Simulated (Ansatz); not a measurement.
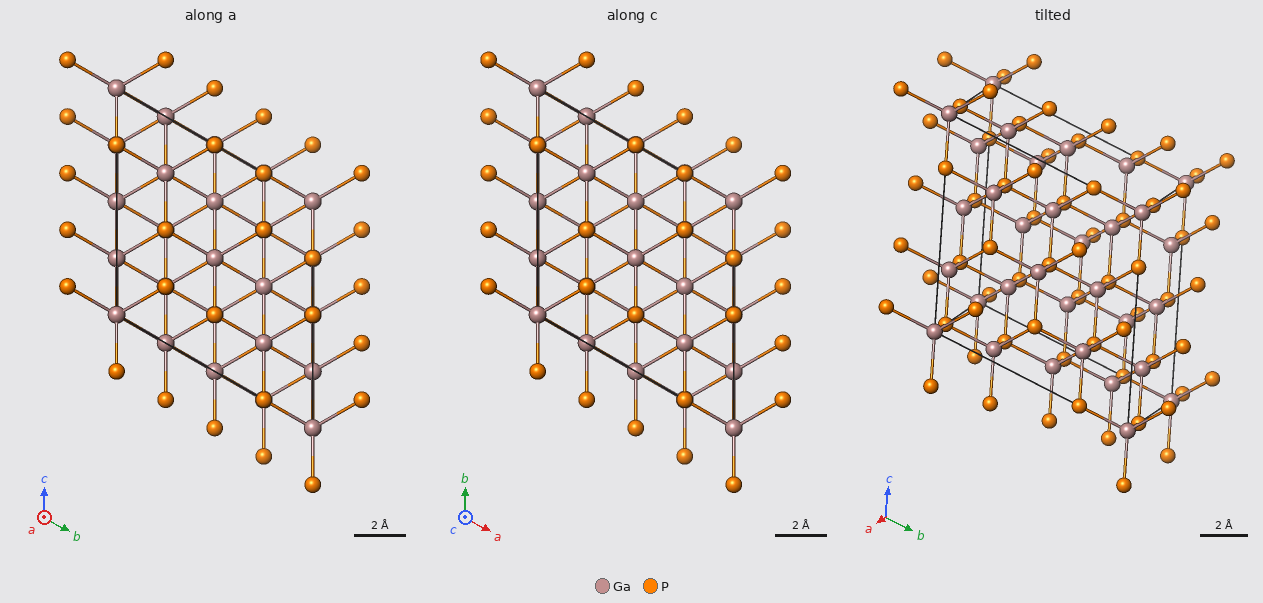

This ball-and-stick model is shown along the a axis, along the c axis and slightly off an axis. The unit cell is outlined; an atom on or near a face, edge or corner is repeated at each equivalent position. A few atoms beyond the faces are included. Cell: a = 9.535 Å, b = 9.535 Å, c = 9.535 Å, α = 109.47°, β = 109.47°, γ = 109.47°.

What is this?

The structure is one of GaP. Within 0.01 Å the space group is F-43m (No. 216), face-centred cubic: zinc blende (sphalerite type). Cell content 16 Ga, 16 P; Z = 16. About every Ga there are four P in a tetrahedral arrangement at about 2.4 Å. The coordination shell of P holds four Ga in a tetrahedral arrangement at about 2.4 Å. The bonds build a three-dimensional framework.

The structure comes from a structure listed in the Materials Project. The atoms were relaxed in a fixed cell with DFT PBE, scalar-relativistic, plane waves, PAW in Ansatz.
